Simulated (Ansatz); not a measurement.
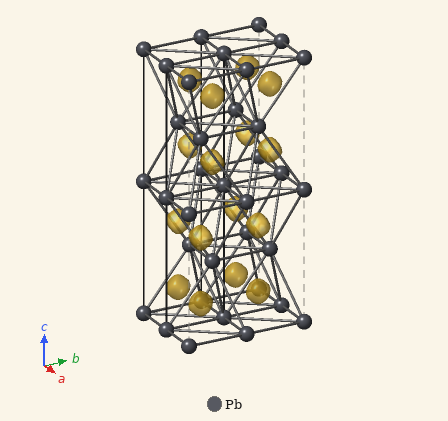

Crystal voids of Pb (P6_3/mmc, No. 194): the yellow surface encloses the regions where the procrystal electron density, the sum of the densities of spherically averaged neutral Hartree-Fock atoms, is below 0.01 e/bohr³ (2×2×1 cells, view slightly off an axis). No self-consistent density enters. Pale faces close the region where the drawn box cuts it. From Rb on the atoms have core potentials, so only their outer electrons count. The usual level for crystal voids is 0.002 e/bohr³; this crystal has almost no region below it, so a higher level is used, which marks the interstitial space of lowest density.

The cell is taken from the end point of a relaxation with DFT PBEsol, scalar-relativistic, plane waves, PAW (Ansatz 0.2.0).

```cif
data_structure
_symmetry_space_group_name_H-M 'P6_3/mmc'
_symmetry_Int_Tables_number 194
_cell_length_a 3.4869
_cell_length_b 3.4869
_cell_length_c 11.3885
_cell_angle_alpha 90.000
_cell_angle_beta 90.000
_cell_angle_gamma 120.000
_cell_volume 119.92
loop_
_atom_site_label
_atom_site_type_symbol
_atom_site_symmetry_multiplicity
_atom_site_Wyckoff_symbol
_atom_site_fract_x
_atom_site_fract_y
_atom_site_fract_z
_atom_site_occupancy
Pb1 Pb 2 a 0.00000 0.00000 0.00000 1
Pb2 Pb 2 c 0.33333 0.66667 0.25000 1
```

### What share of the cell is void by this measure?

The voids take about 2.3 % of the cell (2.7 Å³ of 119.9 Å³) and are bounded by about 15 Å² of surface per cell.

### Are the voids connected in the whole crystal?

They are isolated pockets that do not connect across cells.

### How low does the density fall, and where?

To about 0.0086 e/bohr³ near 0.33, 0.67, 0.63 (fractional), 2.4 Å from the nearest nucleus.

### At what density do the voids first join through the crystal?

At about 0.013 e/bohr³, as a three-dimensional network.
